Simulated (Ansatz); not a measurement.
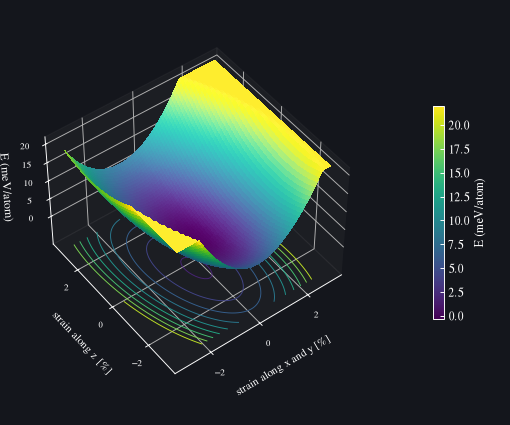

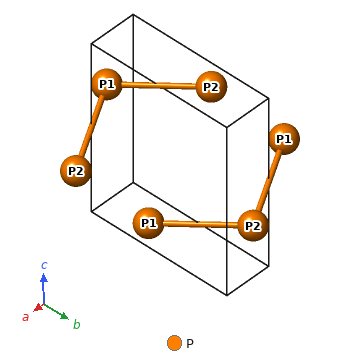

Energy landscape of P (Imma, No. 74; 2 atoms in the cell). The cell is strained homogeneously, by one strain along x and y and another along z, with fractional coordinates fixed (x along [1 0 0], z along [0 0 1] of the conventional cell). Coordinates scanned: (1) strain along x and y; (2) strain along z. Grid: 5 × 5 points. Points are written as (first, second). All energies are given in meV/atom relative to the lowest grid point. The reference cell is the one listed in the database, not relaxed at this level. The calculation used DFT PBEsol, scalar-relativistic, plane waves, PAW in Ansatz 0.2.0. Settings: cutoff 420 eV, k-mesh 18×18×18, gaussian smearing 0.15 eV, no spin polarisation.

Drawn: a relief with its contours projected below, any walls above the top of the colour scale cut off. Between grid points the surface is interpolated. The second picture is the structure at the lowest point

Q: Describe this landscape.

A: The lowest grid point is at (0.0 %, 0.0 %). It is the only kind of minimum in the scanned range. The highest grid point, (3.0 %, 3.0 %), lies 43.6 meV/atom above the lowest. Round the minimum the valley is somewhat tilted: raising strain along x and y shifts the best value of strain along z downwards (coupling k₁₂/√(k₁₁k₂₂) about 0.3).
